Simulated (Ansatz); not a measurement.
The calculation's input:

```
crystal:
  lattice:
    - [3.56403, 0.0, 0.0]
    - [0.0, 3.56403, 0.0]
    - [0.0, 0.0, 3.56403]
  atoms:
    - { symbol: Cr, position: [0.0, 0.0, 0.0], spin: -3.0 }
    - { symbol: Fe, position: [0.0, 0.5, 0.5], spin: 4.0 }
    - { symbol: Fe, position: [0.5, 0.5, 0.0], spin: 4.0 }
    - { symbol: Fe, position: [0.5, 0.0, 0.5], spin: 4.0 }
magnetization:
  spin_polarized: true
basis:
  ecutwfc: 500
  fft_grid_basis: typed
kpoints:
  mp_grid: { grid: [10, 10, 10] }
hamiltonian:
  xc: r2scan
  pseudopotentials: { kind: paw }
scf:
  occupations: { method: gaussian, width: 0.05 }
output:
  forces: true
  stress: true
  eigenvalues: true
  bader: true
  write_density: true
  volumetric_format: npy
  populations: true
  elf: true
```

Run with:

```sh
ansatz run input.yaml --threads 2 --pin off --max-ram 4096MiB --backend cpu --events-out ev --progress --plain --runs-dir out
```

The picture shows the conventional cell of the magnetic structure (a = 3.56 Å, b = 3.56 Å, c = 3.56 Å, α = 90.00°, β = 90.00°, γ = 90.00°).

Space group Pm-3m; the calculation finds a residual pressure of about 9 GPa at this fixed cell; spin-polarised. Net moment 3.8 μB in the 4-atom cell of the calculation; other magnetic orders weren't tried. r2SCAN tends to overestimate the moments of metals. The cell comes from a database of computed structures, not from a measurement.

All numbers below come from Ansatz 0.2.0, DFT r2SCAN, scalar-relativistic, plane waves, PAW.

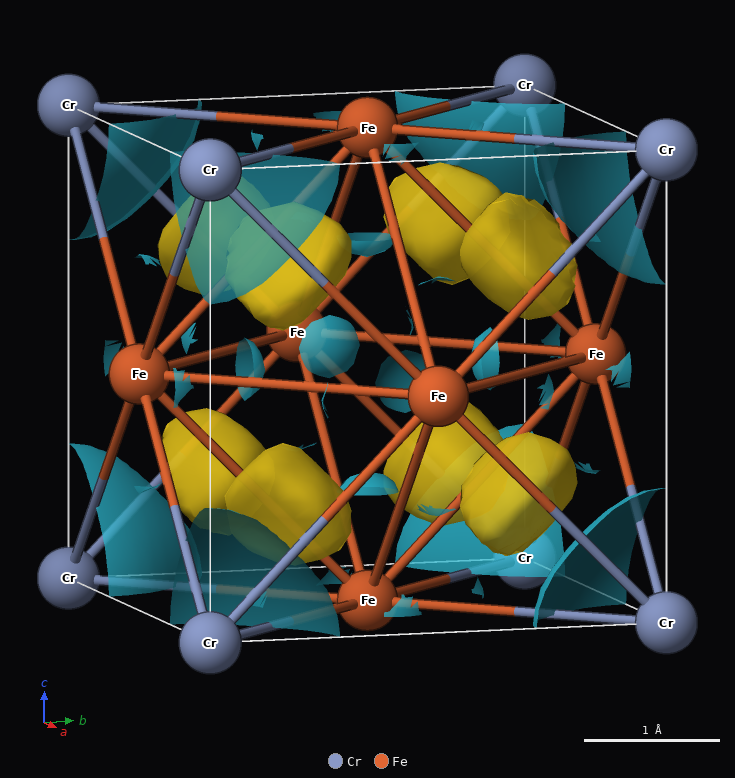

CrFe3. Bonding charge density, ρ(crystal) − Σ ρ(neutral atoms): yellow surfaces at +0.04 and cyan ones at −0.04 e/Å³, in the conventional cell of the magnetic structure seen slightly off an axis (the regions close to the nuclei are left out). Cores are masked to 0.9 Å (Cr) and 0.9 Å (Fe).

Core electrons are frozen (PAW), so the fields are smoothed inside the atomic spheres.

Question: Where does charge go when the atoms form this crystal?

Answer: Cr–Fe (2.52 Å): Δρ is +0.03 e/Å³ at the midpoint. Fe–Fe (2.52 Å): Δρ is +0.03 e/Å³ at the midpoint. Over the whole cell, outside the masked cores, the largest gain, 0.05 e/Å³, lies 1.5 Å from a chromium nucleus and 1.5 Å from an iron one, and the largest loss lies at the edge of the masked core of Cr. In all about 0.19 e an atom is rearranged against the free atoms. Bader charges: Cr +0.56 and Fe −0.19 e. Among metals such charges hang on how the charge between the atoms is shared out.

Cost of the run: 67 s on 2 threads of Intel(R) Xeon(R) Processor @ 2.70GHz, with other jobs on the host, peak memory 0.68 GiB.
